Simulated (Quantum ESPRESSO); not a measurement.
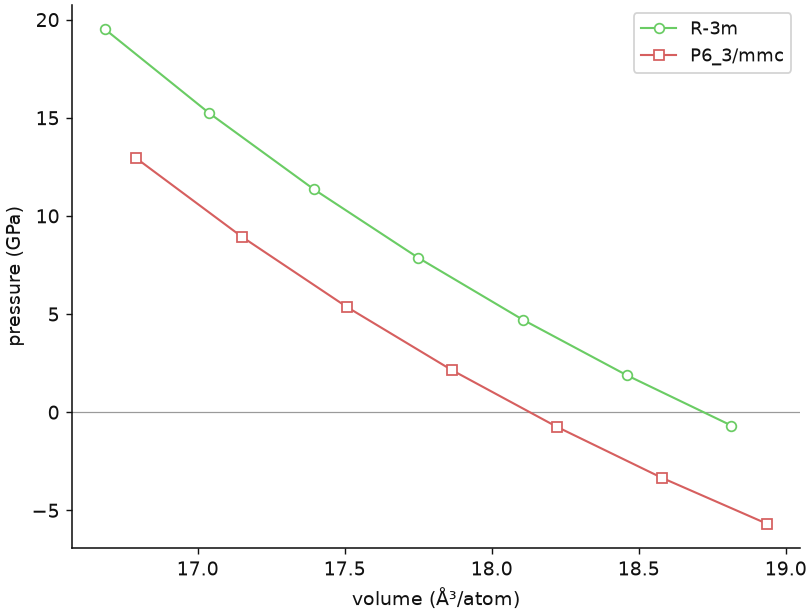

How it was computed, with Quantum ESPRESSO 7.5: plane-wave DFT, no spin polarisation; energies at scaled volumes of the given cell, shape and fractions fixed, counted from the fit's minimum, third-order Birch-Murnaghan fit. Level: PBE.

occupations Fermi–Dirac; smearing width 0.05 eV.

Pressure against volume, with one curve for each structure, for MoS₂.

Settings that differ: R-3m: density cutoff 5990 eV, wave cutoff 816 eV, k mesh 10×10×10, potentials SSSP-1.3-efficiency-PBE; P6_3/mmc: density cutoff 3810 eV, wave cutoff 952 eV, k mesh 10×10×3, potentials SG15-PBE-1.2.

The fitted equilibrium volumes, smallest first, are P6_3/mmc 18.132, R-3m 18.720 Å³/atom. The fitted bulk moduli, smallest first, are R-3m 132.2, P6_3/mmc 142.9 GPa. For R-3m, the pressure falls from 19.51 GPa at volume 16.685 Å³/atom to −0.68 GPa at 18.815 Å³/atom, and changes sign near 18.72 Å³/atom. For P6_3/mmc, the pressure falls from 12.93 GPa at volume 16.79 Å³/atom to −5.68 GPa at 18.94 Å³/atom, and changes sign near 18.13 Å³/atom.

Keep in mind: shape and atomic fractions are frozen while scaling, which makes layered, chain and framework solids too stiff.

One of the inputs:
```
&CONTROL
  calculation = 'scf'
  prefix = 'pwscf'
  outdir = './tmp'
  pseudo_dir = './pseudo'
  tprnfor = .true.
  tstress = .true.
  disk_io = 'nowf'
/
&SYSTEM
  ibrav = 0
  nat = 6
  ntyp = 2
  ecutwfc = 70
  nbnd = 36
  occupations = 'smearing'
  smearing = 'fd'
  degauss = 0.00367493
/
&ELECTRONS
  conv_thr = 1.2d-09
  electron_maxstep = 120
  mixing_beta = 0.5
/
ATOMIC_SPECIES
Mo    95.9500 Mo_ONCV_PBE-1.2.upf
S     32.0600 S_ONCV_PBE-1.2.upf
CELL_PARAMETERS angstrom
   3.1690000000    0.0000000000    0.0000000000
  -1.5845000000    2.7444345046    0.0000000000
   0.0000000000    0.0000000000   12.3240000000
ATOMIC_POSITIONS crystal
Mo     0.6666666667    0.3333333333    0.7500000000
Mo     0.3333333333    0.6666666667    0.2500000000
S      0.6666666667    0.3333333333    0.3770000000
S      0.3333333333    0.6666666667    0.8770000000
S      0.6666666667    0.3333333333    0.1230000000
S      0.3333333333    0.6666666667    0.6230000000
K_POINTS automatic
10 10 3 0 0 0
```

Launched with:
```bash
OMP_NUM_THREADS=1 mpirun -n 2 pw.x -nk 2 -in pw.in > pw.out
```
